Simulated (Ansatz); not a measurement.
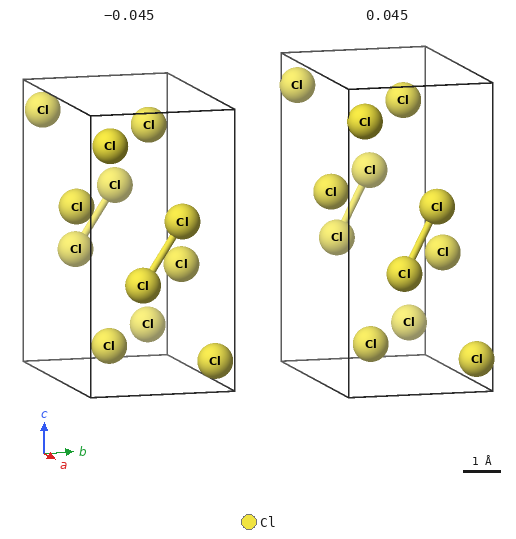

A crystal of Cl (set up in Cmce), under strain along c alone (the other axes held, atoms relaxed), with energies (extrapolated to zero smearing) counted from the relaxed crystal, which is the row at zero. The picture shows the first and the last member. A ball-and-stick model of the cell of the calculation, seen slightly off an axis.

Computed with Ansatz 0.2.0: DFT PBE+D3(BJ), scalar-relativistic, plane waves, PAW. (plane-wave cutoff 420 eV; k-point mesh 4 × 8 × 4; occupations gaussian; smearing width 0.02 eV; no spin polarisation; atoms relaxed in a fixed cell; force threshold 0.008 eV/Å)

```tsv
strain	energy (meV/atom)	a (Å)	b (Å)	c (Å)	band gap (eV)
−0.045	4.69	6.591	4.069	7.728	2.35
−0.03	2.01	6.591	4.069	7.849	2.32
−0.015	?	?	?	?	?
0.0	0.00	6.591	4.069	8.092	2.19
0.015	0.41	6.591	4.069	8.214	2.13
0.03	1.60	6.591	4.069	8.335	2.08
0.045	3.46	6.591	4.069	8.456	2.03
```

**Estimate the missing row from the others, and compare with the calculation.**

A parabola through three neighbouring rows (−0.045, −0.03, 0.0) gives, with Lagrange weights, (−0.3333)(4.69) + (1.0000)(2.01) + (0.3333)(0.00) = 0.45 meV/atom. The calculation gives 0.49 meV/atom (a = 6.591 Å, b = 4.069 Å, c = 7.971 Å). The estimate is 0.04 meV/atom too low. For the gap a parabola through the rows −0.045, −0.03, 0.0 gives 2.27 eV, and the calculation 2.26 eV (semilocal gaps, lower than measured ones as a rule). From the first member to the last: Cl–Cl 2.038 → 2.027 Å.

The whole series:

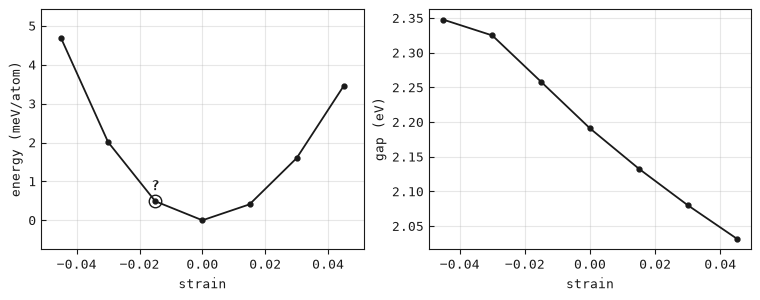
